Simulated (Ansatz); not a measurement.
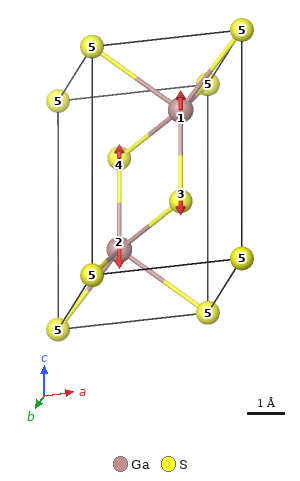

A relaxation of crystalline Ga2S3 (built on the La2O3-164 type type). The starting structure is drawn; red arrows show the displacements (the part carried along by the change of the cell is left out), at their true length.

A ball-and-stick model of the cell of the calculation, seen from a free direction.

These are results of DFT, PBEsol, plane waves, PAW (Ansatz), not measurements.

Input
```yaml
crystal:
  lattice:
    - [4.3330873, 0.0, 0.0]
    - [-2.16654365, 3.75256368, 0.0]
    - [0.0, 0.0, 6.73750312]
  atoms:
    - { symbol: Ga, position: [0.66666667, 0.33333333, 0.75376432] }
    - { symbol: Ga, position: [0.33333333, 0.66666667, 0.24623568] }
    - { symbol: S, position: [0.66666667, 0.33333333, 0.35410935] }
    - { symbol: S, position: [0.33333333, 0.66666667, 0.64589065] }
    - { symbol: S, position: [0.0, 0.0, 0.0] }
kpoints:
  mp_grid: { grid: [6, 6, 4] }
hamiltonian:
  xc: pbesol
scf:
  occupations: { method: fermi_dirac, width: 0.03 }
relax:
  f_tol: 0.01
  cell: {}
  max_steps: 120
```

Launched with:
```bash
ansatz run input.yaml --threads 2 --pin off --max-ram 2211MiB --backend cpu --events-out ev --progress --plain --runs-dir out
```

Q: Which element moves most?

A: Gallium: up to 0.58 Å, against 0.42 Å for sulfur.

Q: What did the optimiser do to the structure, and how much energy did it gain?

A: The largest moves relative to the cell, 0.58 Å, are those of Ga1 and Ga2. Ga1 goes along +c. By element the largest moves are Ga 0.58 Å, S 0.42 Å. Cell: a = b 4.333 → 3.518 Å (−18.8 %), c 6.738 → 9.186 Å (+36.3 %). Volume −10.1 %. Some distances before and after: Ga1–S3 2.693 → 4.675 Å, Ga1–S5 3.002 → 2.638 Å, Ga1–S4 2.605 → 2.332 Å. Bonds break: Ga1–S3 (2.69 → 4.67 Å), Ga2–S4 (2.69 → 4.67 Å). Bond angles that change, for instance: Ga1–S4–Ga1 112.5° → 97.9°, S4–Ga1–S4 112.5° → 97.9°. The space group stays P-3m1 (No. 164). After 19 accepted moves (22 points after the start) the energy has fallen by 620 meV per atom. Largest force component: 0.23 eV/Å at the start, 0.00014 eV/Å at the end. Pressure: −9.95 GPa at the start and 0.00 GPa at the end. At 3 points the geometry stayed and the basis and grid were re-selected for the new cell (energy shift of 10.3 meV per atom at most each time). Cost: 110 s on 2 threads of Intel(R) Xeon(R) Processor @ 2.50GHz (Skylake/Cascade Lake), with other jobs on the host, peak memory 0.44 GiB.

Limits of the set-up: layers or molecules are held without a dispersion correction, so their spacing is unreliable.
